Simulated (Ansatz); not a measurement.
# MoS₄ (slab): what the fields show

Input file:

```
crystal:
  lattice:
    - [3.1415002746, 0.0, 0.0]
    - [-1.5707501373, 2.7206190438, 0.0]
    - [0.0, 0.0, 46.558435182]
  atoms:
    - { symbol: S, position: [0.3333333333, 0.6666666667, 0.1610878882] }
    - { symbol: S, position: [0.3333333333, 0.6666666667, 0.4665348031] }
    - { symbol: Mo, position: [0.0, 0.0, 0.5] }
    - { symbol: S, position: [0.3333333333, 0.6666666667, 0.5334651969] }
    - { symbol: S, position: [0.3333333333, 0.6666666667, 0.8389121118] }
basis:
  ecutwfc: 420
kpoints:
  mp_grid: { grid: [9, 9, 1] }
hamiltonian:
  xc: pbesol
scf:
  occupations: { method: gaussian, width: 0.05 }
output:
  forces: true
  stress: true
  eigenvalues: true
  write_density: true
  write_potential: true
  elf: true
  volumetric_format: npy
efield:
  axis: 3
  dipole_correction: true
  ramp_width: 0.04
```

Run with:

```sh
ansatz run input.yaml --threads 1 --pin off --max-ram 2560MiB --backend cpu --events-out ev --progress --plain --runs-dir out
```

Computed without spin polarisation.

Level of theory: DFT PBEsol, scalar-relativistic, plane waves, PAW in Ansatz 0.2.0.

Core electrons are frozen (PAW), and the valence fields are smoothed inside the atomic spheres.

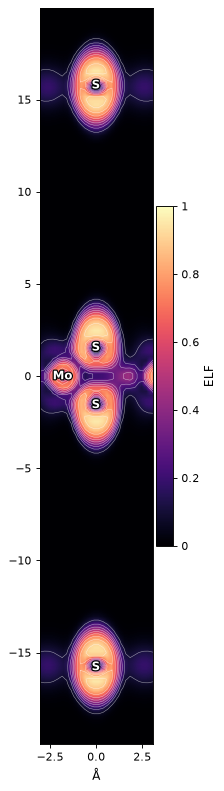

Figure 1. Electron localisation function on the (110) plane of the calculation cell, a cut from vacuum to vacuum.

**What does the map show?**

The plane passes through S and Mo nuclei.
Mo–S (2.39 Å): the ELF peaks at about 0.85 in the valence shell of S, 0.8 Å from its nucleus, and is about 0.45 at the midpoint.
The features right at Mo lie inside the PAW spheres, where the map follows smoothed inner orbitals and isn't to be read closely.

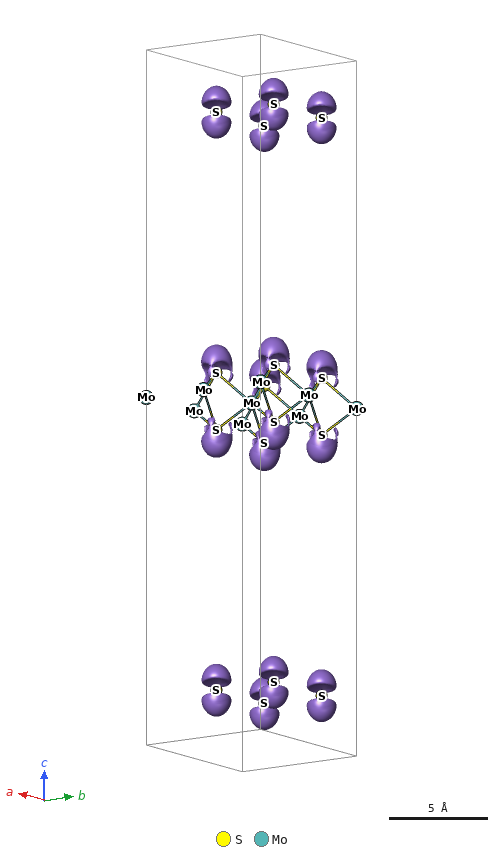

Figure 2. Isosurface of the electron localisation function at 0.85 (purple), seen at an oblique angle. Core shells and regions of very low density are left out. Sticks mark near contacts.

**Where are the electrons localised?**

At this value the surface marks out six lobes on S, pointing away from the bonds (lone pairs), counted in one cell of 5 atoms. Counts are for one cell; the picture repeats the cell along the surface.

**Does the calculation give a band gap?**

It is metallic or semimetallic at this level of theory: no gap opens.
